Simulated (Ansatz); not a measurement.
# HfSi2: geometry relaxation (part 2 of 2)

Continued. System: HfSi2 (6 atoms in the cell). Method: DFT PBEsol, scalar-relativistic, plane waves, PAW, no spin polarisation (Ansatz 0.2.0); cutoff 420 eV, 10×10×10 k-mesh, Gaussian smearing of 0.1 eV. The structure derives from an entry of the Crystallography Open Database.

Geometry of the input (Å; fractional positions):
```
1.8349  -7.1501  0.0000
1.8349  7.1501  0.0000
0.0000  0.0000  3.6293
Hf 0.8959  0.1041  0.7500
Hf 0.1041  0.8959  0.2500
Si 0.5555  0.4445  0.7500
Si 0.4445  0.5555  0.2500
Si 0.2500  0.7500  0.7500
Si 0.7500  0.2500  0.2500
```

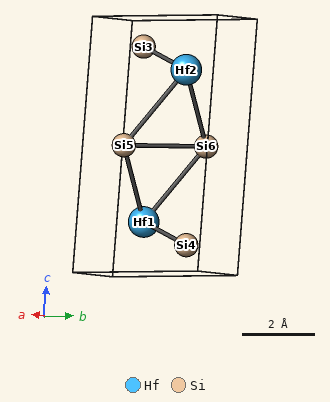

**Figure 1.** The geometry at step 2 of the log (ball-and-stick view of the reduced cell, seen at an oblique angle; atoms are numbered from 1 in the order of the input).

**What the program printed, continued**
```
relax step   3: F+E_penalty+E_count = -33686.00737686 eV  Δ(F+E_penalty+E_count) = -2.687e-3 eV  max|allowed force component| = 8.862e-3 eV/Å  Δτ_max = 0.0074 Å  P = -0.058 GPa  Ω = 95.216 Å³  energy of the carried Pulay correction = +3.203e-6 eV  (9 SCF iters, accepted)
Crystal: 6 atoms, lattice volume = 95.169 Å³
iter 1 solved again at ethr=8.84e-9 eV; its pass at ethr=3.10e-3 eV (dr2=6.01e-6 eV) is discarded
SCF iter   1: F=—  HF=-33686.007435 eV  |F-HF|=—  |Δ(HF+E_count)|=         —  Δρ=8.34e-5  dr2=6.85e-6  ethr=8.84e-9  ⟨swp⟩=2.9  Hψ=34567  notcnv=0
preconditioner: auto → Kerker (q_TF=auto, 2.580 Å⁻¹)  [metal: Δε(μ)=0.004 eV  Ē_g=10.974 eV  σ=0.100 eV  W_gap=0.02  n_scr=30 (ndim 8)  ℏωp=27.4 eV  f_vac=0.000  D(μ)=1.31/eV (n_scr^D=2)]
SCF iter   2: F=—  HF=-33686.007415 eV  |F-HF|=—  |Δ(HF+E_count)|=   1.93e-5  Δρ=4.86e-5  dr2=2.28e-6  ethr=8.84e-9  ⟨swp⟩=2.2  Hψ=9363  notcnv=0
SCF iter   3: F=—  HF=-33686.007415 eV  |F-HF|=—  |Δ(HF+E_count)|=   3.43e-7  Δρ=1.37e-5  dr2=1.94e-7  ethr=3.35e-9  ⟨swp⟩=2.0  Hψ=12385  notcnv=0
SCF iter   4: F=—  HF=-33686.007415 eV  |F-HF|=—  |Δ(HF+E_count)|=   3.12e-7  Δρ=5.52e-6  dr2=3.95e-8  ethr=2.86e-10  ⟨swp⟩=2.0  Hψ=13966  notcnv=0
SCF iter   5: F=-33686.007415 eV  HF=-33686.007415 eV  |F-HF|=4.98e-9  |Δ(HF+E_count)|=   1.43e-8  Δρ=1.33e-6  dr2=1.56e-9  ethr=3.93e-11  ⟨swp⟩=7.5  Hψ=45792  notcnv=0
SCF 4 converged in 5 iterations: F = -33686.007415 eV  dr2 = 1.56e-9
relax step   4: F+E_penalty+E_count = -33686.00741480 eV  Δ(F+E_penalty+E_count) = -3.794e-5 eV  max|allowed force component| = 6.280e-3 eV/Å  Δτ_max = 0.0016 Å  P = +0.038 GPa  Ω = 95.169 Å³  energy of the carried Pulay correction = +1.457e-5 eV  (5 SCF iters, dr2 threshold 2.67e-8 eV, accepted)
Crystal: 6 atoms, lattice volume = 95.192 Å³
iter 1 solved again at ethr=1.80e-9 eV; its pass at ethr=3.10e-3 eV (dr2=1.22e-6 eV) is discarded
SCF iter   1: F=—  HF=-33686.007435 eV  |F-HF|=—  |Δ(HF+E_count)|=         —  Δρ=3.11e-5  dr2=1.43e-6  ethr=1.80e-9  ⟨swp⟩=2.2  Hψ=34231  notcnv=0
SCF iter   2: F=—  HF=-33686.007417 eV  |F-HF|=—  |Δ(HF+E_count)|=   1.82e-5  Δρ=1.89e-5  dr2=5.91e-7  ethr=1.80e-9  ⟨swp⟩=2.5  Hψ=10682  notcnv=0
SCF iter   3: F=—  HF=-33686.007417 eV  |F-HF|=—  |Δ(HF+E_count)|=   1.23e-7  Δρ=5.80e-6  dr2=4.08e-8  ethr=8.69e-10  ⟨swp⟩=2.0  Hψ=12430  notcnv=0
SCF iter   4: F=-33686.007417 eV  HF=-33686.007417 eV  |F-HF|=3.48e-9  |Δ(HF+E_count)|=   7.06e-8  Δρ=1.92e-6  dr2=4.70e-9  ethr=1.24e-11  ⟨swp⟩=8.3  Hψ=51622  notcnv=0
SCF 5 converged in 4 iterations: F = -33686.007417 eV  dr2 = 4.70e-9
relax step   5: F+E_penalty+E_count = -33686.00741687 eV  Δ(F+E_penalty+E_count) = -2.065e-6 eV  max|allowed force component| = 1.478e-4 eV/Å  Δτ_max = 0.0004 Å  P = -0.001 GPa  Ω = 95.192 Å³  energy of the carried Pulay correction = +9.062e-6 eV  (4 SCF iters, dr2 threshold 8.44e-9 eV, accepted)
Initial wavefunctions: pseudopotential atomic-orbital guess (no wavefunctions were taken with the density)
iter 1 solved again at ethr=1.37e-7 eV; its pass at ethr=3.10e-3 eV (dr2=9.31e-5 eV) is discarded
SCF iter   1: F=—  HF=-33686.007425 eV  |F-HF|=—  |Δ(HF+E_count)|=         —  Δρ=5.97e-6  dr2=6.94e-9  ethr=1.37e-7  ⟨swp⟩=3.0  Hψ=48131  notcnv=0
eigensolver tolerance schedule: the retry pair's looser diagonalisation over-reported the residual by 13418.96 of it (diagonalisation noise at 1.46 of the residual, at the tolerance the schedule requests for it); recorded, not acted on — ethr = c·dr2/N_el stays at c = 1.0e-1
preconditioner: auto → Kerker (q_TF=auto, 2.580 Å⁻¹)  [metal: Δε(μ)=0.003 eV  Ē_g=10.974 eV  σ=0.100 eV  W_gap=0.02  n_scr=30 (ndim 8)  ℏωp=27.4 eV  f_vac=0.000  D(μ)=1.31/eV (n_scr^D=2)]
SCF iter   2: F=—  HF=-33686.007407 eV  |F-HF|=—  |Δ(HF+E_count)|=   1.78e-5  Δρ=3.27e-6  dr2=3.90e-9  ethr=1.02e-11  ⟨swp⟩=3.2  Hψ=19500  notcnv=0
SCF iter   3: F=—  HF=-33686.007407 eV  |F-HF|=—  |Δ(HF+E_count)|=   1.19e-9  Δρ=1.52e-6  dr2=1.10e-9  ethr=5.73e-12  ⟨swp⟩=2.0  Hψ=12525  notcnv=0
SCF iter   4: F=—  HF=-33686.007407 eV  |F-HF|=—  |Δ(HF+E_count)|=  3.27e-10  Δρ=2.72e-7  dr2=1.71e-10  ethr=1.62e-12  ⟨swp⟩=2.0  Hψ=12395  notcnv=0
SCF iter   5: F=-33686.007407 eV  HF=-33686.007407 eV  |F-HF|=3.64e-11  |Δ(HF+E_count)|=  2.18e-11  Δρ=1.06e-7  dr2=2.56e-11  ethr=1.00e-12  ⟨swp⟩=6.4  Hψ=36483  notcnv=0
SCF 6 converged in 5 iterations: F = -33686.007407 eV  dr2 = 2.56e-11
relax step   6: F+E_penalty+E_count = -33686.00740698 eV  Δ(F+E_penalty+E_count) = +9.883e-6 eV  max|allowed force component| = 1.910e-4 eV/Å  Δτ_max = 0.0000 Å  P = -0.001 GPa  Ω = 95.192 Å³  stress off target by 3.96e-3 GPa  SCF on the basis re-selected at this cell (its energy is not comparable with the rows above)  (5 SCF iters)
basis re-selected at this cell: Δ(F+E_penalty+E_count) = +9.883e-6 eV, ΔP = -0.000 GPa vs the last step (what re-selecting the basis moved, of the pressure what is left beyond the Pulay correction that the steps carried, after the strain that the cell walked since its last selection, with what the two solves' SCF thresholds leave and, on support functions, any second-order correction that the steps lacked; it is no measure of the basis error at this ecutwfc). This SCF's stress stands 3.96e-3 GPa from its target on what of the cell is left free (relax.cell.stress_tol is 5.00e-2 GPa) and its largest allowed force component is 1.91e-4 eV/Å (relax.f_tol is 5.00e-3 eV/Å): within both
SCF converged after 5 iterations
Free energy (F): -33686.007407 eV
Harris-Foulkes:  -33686.007407 eV  (|F-HF|=3.64e-11)
Internal energy: -33686.000845 eV  (E = F + TS)
E sigma→0 (E₀):  -33686.004126 eV
Entropy (-TS):   -0.006562 eV (-1.094 meV/atom)
Fermi energy:    15.936287 eV
--- Per-component energies (eV) ---
  E_band       = 15.344718
  E_kinetic    = 1021.927831
  E_local      = -13012.674471  (includes V_loc(G=0)·N_el)
  E_nonlocal   = -2374.582188
  E_hartree    = 6139.127247
  E_xc         = -821.180699
  E_vxc        = -728.857771  (∫ρ·V_xc dr)
  E_paw        = -15609.360265  (= ΣΔE_a)
  E_vpaw       = 2831.276784  (= ΣTr[D̂ρ^β])
  E_aug_tail   = 0.000022  (compensation charges beyond the density's cutoff)
  E_ewald      = -9031.886748
  E_core_change = 2.628426  (= ΣΔE_core)
  E_smearing   = -0.006562  (= −TS)
  E_closure    = 0.000000  (closes the sum)
  Σ components = -33686.007407   (vs F -33686.007407, Δ=0.00e0)
--- Forces (eV/Å), atoms counted from 1 ---
  atom   1  Hf    -0.00000000    -0.00019105    -0.00000000
  atom   2  Hf     0.00000000     0.00019105     0.00000000
  atom   3  Si    -0.00000000     0.00016892     0.00000000
  atom   4  Si     0.00000000    -0.00016892    -0.00000000
  atom   5  Si     0.00000000     0.00004773    -0.00000000
  atom   6  Si    -0.00000000    -0.00004773     0.00000000
  max |Σ_I F_I| component: 2.43e-17 eV/Å
--- Stress (GPa, compression-positive) ---
       -0.003955      -0.000000       0.000000
       -0.000000      -0.001132       0.000000
        0.000000       0.000000       0.001332
  P = ⅓ Tr σ = -0.0013 GPa (-0.013 kbar)
--- Band table (eV; the first three rows and the last of 186) ---
  k-point 0: bands = ["-45.9222", "-45.9166", "-14.7725", "-14.6739", "-14.6544", "-14.6361", "-14.6295", "-14.5994", "3.0193", "4.0496", "4.0597", "4.0622", "4.0646", "4.0668", "4.0682", "4.0692", "4.0730", "4.0751", "4.0776", "4.0802", "4.0805", "4.0874", "4.0936", "5.1706", "7.2267", "12.0400", "12.7085", "12.7943", "12.9344", "13.2757", "13.3644", "13.3845", "13.4067", "15.9747", "17.0912", "17.2000", "17.6413", "17.7869", "17.9715", "18.4401", "18.4485"]
  k-point 1: bands = ["-45.9217", "-45.9165", "-14.7688", "-14.6722", "-14.6560", "-14.6536", "-14.6241", "-14.6125", "3.1452", "4.0510", "4.0590", "4.0627", "4.0652", "4.0670", "4.0679", "4.0689", "4.0741", "4.0752", "4.0765", "4.0805", "4.0820", "4.0870", "4.0921", "5.2586", "7.3680", "11.2507", "11.9011", "12.8715", "13.0002", "13.3062", "13.4035", "13.5218", "14.0192", "16.4157", "16.5404", "16.9986", "17.1609", "17.6319", "18.0412", "18.6245", "19.0641"]
  k-point 2: bands = ["-45.9205", "-45.9160", "-14.7599", "-14.6927", "-14.6675", "-14.6517", "-14.6450", "-14.6256", "3.5137", "4.0561", "4.0567", "4.0628", "4.0650", "4.0673", "4.0681", "4.0696", "4.0742", "4.0769", "4.0774", "4.0811", "4.0848", "4.0860", "4.0903", "5.5223", "7.7692", "9.9248", "10.6498", "12.9364", "13.1720", "13.3782", "13.3794", "13.7112", "14.7561", "15.7224", "16.2635", "16.6985", "17.2292", "17.3636", "18.6976", "18.8029", "19.2565"]
  k-point 185: bands = ["-45.9160", "-45.9160", "-14.7816", "-14.7816", "-14.6597", "-14.6597", "-14.6509", "-14.6509", "4.0470", "4.0470", "4.0601", "4.0601", "4.0688", "4.0688", "4.0708", "4.0708", "4.0813", "4.0813", "4.0846", "4.0846", "4.0865", "4.0865", "6.2930", "6.2930", "6.7193", "6.7193", "11.7332", "11.7332", "12.6210", "12.6210", "13.5472", "13.5472", "14.9420", "14.9420", "16.0331", "16.0331", "18.4299", "18.4299", "19.1362", "19.1362", "19.2629"]
--- Relaxed structure (5 steps of the walk, 4 accepted, 1 SCFs on fresh bases) ---
  F+E_penalty+E_count = -33686.00740698 eV   max|allowed force component| = 1.910e-4 eV/Å   (the final SCF, on the basis selected at the relaxed cell)
  cell:  # Å, volume = 95.1918 Å³
    - [1.8250007005691882, -7.172499497632183, -1.9838708631764315e-18]
    - [1.8250007005691882, 7.172499497632183, 1.9838708631764315e-18]
    - [-7.653237022637799e-35, 1.0069891092716014e-18, 3.636102032229777]
  atoms:
    - { symbol: Hf, position: [0.8953035727761762, 0.10469642722382383, 0.7499999999999999] }
    - { symbol: Hf, position: [0.10469642722382383, 0.8953035727761762, 0.24999999999999997] }
    - { symbol: Si, position: [0.5551823640593219, 0.4448176359406781, 0.7499999999999999] }
    - { symbol: Si, position: [0.4448176359406781, 0.5551823640593219, 0.24999999999999997] }
    - { symbol: Si, position: [0.25021948821888385, 0.7497805117811162, 0.7499999999999999] }
    - { symbol: Si, position: [0.7497805117811162, 0.25021948821888385, 0.24999999999999997] }
```

**Trajectory as extended XYZ (Å, eV, eV/Å), 6 frames, from step=1 to step=6**
```
6
Lattice="1.8349 -7.1501 0.0000 1.8349 7.1501 0.0000 0.0000 0.0000 3.6293" Properties=species:S:1:pos:R:3:forces:R:3 step=1 energy=-33686.00469 pressure_GPa=-0.17
Hf    1.8349   -5.6608    2.7220    0.0000   0.0853   0.0000
Hf    1.8349    5.6608    0.9073    0.0000  -0.0853   0.0000
Si    1.8349   -0.7939    2.7220    0.0000   0.0005   0.0000
Si    1.8349    0.7939    0.9073    0.0000  -0.0005   0.0000
Si    1.8349    3.5754    2.7220    0.0000  -0.0554   0.0000
Si    1.8349   -3.5754    0.9073    0.0000   0.0554   0.0000
6
Lattice="1.8162 -7.1885 0.0000 1.8162 7.1885 0.0000 0.0000 0.0000 3.6475" Properties=species:S:1:pos:R:3:forces:R:3 step=2 energy=-33686.00387 pressure_GPa=0.04 accepted=F
Hf    1.8162   -5.6715    2.7356    0.0000  -0.1661   0.0000
Hf    1.8162    5.6715    0.9119    0.0000   0.1661   0.0000
Si    1.8162   -0.7912    2.7356    0.0000   0.0238   0.0000
Si    1.8162    0.7912    0.9119    0.0000  -0.0238   0.0000
Si    1.8162    3.5916    2.7356    0.0000   0.0232   0.0000
Si    1.8162   -3.5916    0.9119    0.0000  -0.0232   0.0000
6
Lattice="1.8258 -7.1698 0.0000 1.8258 7.1698 0.0000 0.0000 0.0000 3.6369" Properties=species:S:1:pos:R:3:forces:R:3 step=3 energy=-33686.00738 pressure_GPa=-0.06
Hf    1.8258   -5.6689    2.7276    0.0000   0.0007   0.0000
Hf    1.8258    5.6689    0.9092    0.0000  -0.0007   0.0000
Si    1.8258   -0.7924    2.7276    0.0000   0.0085   0.0000
Si    1.8258    0.7924    0.9092    0.0000  -0.0085   0.0000
Si    1.8258    3.5826    2.7276    0.0000  -0.0089   0.0000
Si    1.8258   -3.5826    0.9092    0.0000   0.0089   0.0000
6
Lattice="1.8251 -7.1716 0.0000 1.8251 7.1716 0.0000 0.0000 0.0000 3.6355" Properties=species:S:1:pos:R:3:forces:R:3 step=4 energy=-33686.00742 pressure_GPa=0.04
Hf    1.8251   -5.6699    2.7266    0.0000  -0.0015   0.0000
Hf    1.8251    5.6699    0.9089    0.0000   0.0015   0.0000
Si    1.8251   -0.7911    2.7266    0.0000  -0.0063   0.0000
Si    1.8251    0.7911    0.9089    0.0000   0.0063   0.0000
Si    1.8251    3.5825    2.7266    0.0000   0.0013   0.0000
Si    1.8251   -3.5825    0.9089    0.0000  -0.0013   0.0000
6
Lattice="1.8250 -7.1725 0.0000 1.8250 7.1725 0.0000 0.0000 0.0000 3.6361" Properties=species:S:1:pos:R:3:forces:R:3 step=5 energy=-33686.00742 pressure_GPa=-0.00
Hf    1.8250   -5.6706    2.7271    0.0000  -0.0001   0.0000
Hf    1.8250    5.6706    0.9090    0.0000   0.0001   0.0000
Si    1.8250   -0.7916    2.7271    0.0000   0.0001   0.0000
Si    1.8250    0.7916    0.9090    0.0000  -0.0001   0.0000
Si    1.8250    3.5831    2.7271    0.0000   0.0000   0.0000
Si    1.8250   -3.5831    0.9090    0.0000   0.0000   0.0000
6
Lattice="1.8250 -7.1725 0.0000 1.8250 7.1725 0.0000 0.0000 0.0000 3.6361" Properties=species:S:1:pos:R:3:forces:R:3 step=6 energy=-33686.00741 pressure_GPa=-0.00
Hf    1.8250   -5.6706    2.7271    0.0000  -0.0002   0.0000
Hf    1.8250    5.6706    0.9090    0.0000   0.0002   0.0000
Si    1.8250   -0.7916    2.7271    0.0000   0.0002   0.0000
Si    1.8250    0.7916    0.9090    0.0000  -0.0002   0.0000
Si    1.8250    3.5831    2.7271    0.0000   0.0000   0.0000
Si    1.8250   -3.5831    0.9090    0.0000   0.0000   0.0000
```

**Results in brief**

| quantity | value |
| --- | --- |
| outcome | converged |
| space group (tolerance 0.01 Å) | Cmcm (63) |
| electrons treated | 68 |
| free energy | −33686.0074 eV |
| Fermi energy | 15.936 eV |
| gap on the k-point mesh | none (metallic) |
| pressure | 0.00 GPa |
| final volume | 95.19 Å³ |
| largest force (length of the vector) at the end | under 0.001 eV/Å |
| final cell | a = 7.401 Å, b = 7.401 Å, c = 3.636 Å, α = 90.00°, β = 90.00°, γ = 151.45° |
| hardware | 1 thread of AMD EPYC (Zen 3), 32 GiB of memory available, shared host |
| wall time | 3.3 min |
| peak memory | 0.82 GiB |

**Notes**

Spin–orbit coupling is left out, which matters for Hf.
